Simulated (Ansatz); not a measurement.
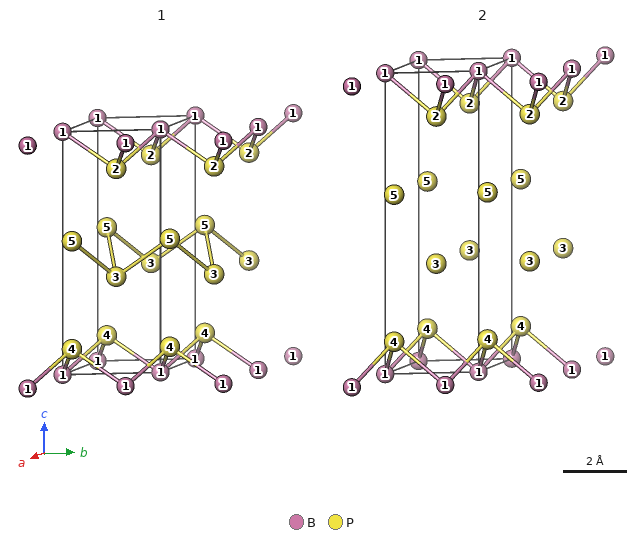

Two geometries of a crystal of BP$_{4}$ (a generated structure, set up in P-3m1) (coarse preliminary run), drawn at one scale. One is the start of a relaxation, the other its converged end. A ball-and-stick model of the cell of the calculation, repeated 2 × 2 × 1 with one cell outlined, seen slightly off an axis.

All numbers below come from DFT PBE, scalar-relativistic, plane waves, PAW in Ansatz. Set-up: plane-wave cutoff 420 eV; k-point mesh 6 × 6 × 2; occupations gaussian; smearing width 0.1 eV; no spin polarisation; cell and atoms relaxed; force threshold 0.04 eV/Å; at most 70 steps.

Which of the two is the end point?

Answer. Structure 1 is the relaxed one. The energy falls by 1.961 eV per cell of the calculation in 10 accepted moves (11 points after the start). The largest force component goes from 1.3 to 0.0088 eV/Å. Pressure: −13.66 GPa at the start and 0.20 GPa at the end. At 1 point the geometry stayed and the basis and grid were re-selected for the new cell (energy shift of 1.5 meV per cell of the calculation at most each time). The largest moves relative to the cell, 0.31 Å, are those of P3 and P5. P5 goes along −c. B stays in place. The volume changes by −11.2 %, with a = b 3.046 → 3.193 Å (+4.8 %), c 9.793 → 7.908 Å (−19.2 %). Near-neighbour distances that change, for instance: P3–P5 2.986 → 2.274 Å, B1–P2 2.195 → 2.150 Å. New bonds form, among them: P3–P5 (2.99 → 2.27 Å). Bond angles that change, for instance: P2–B1–P4 92.1° → 84.1°, P2–B1–P2 87.9° → 95.9°, B1–P4–B1 87.9° → 95.9°. The space group stays P-3m1 (No. 164). The run took 18 s on 1 thread of Arm Neoverse V2 (shared host), peak memory 0.33 GiB.

Limits of the set-up: layers or molecules are held without a dispersion correction, so their spacing is unreliable.
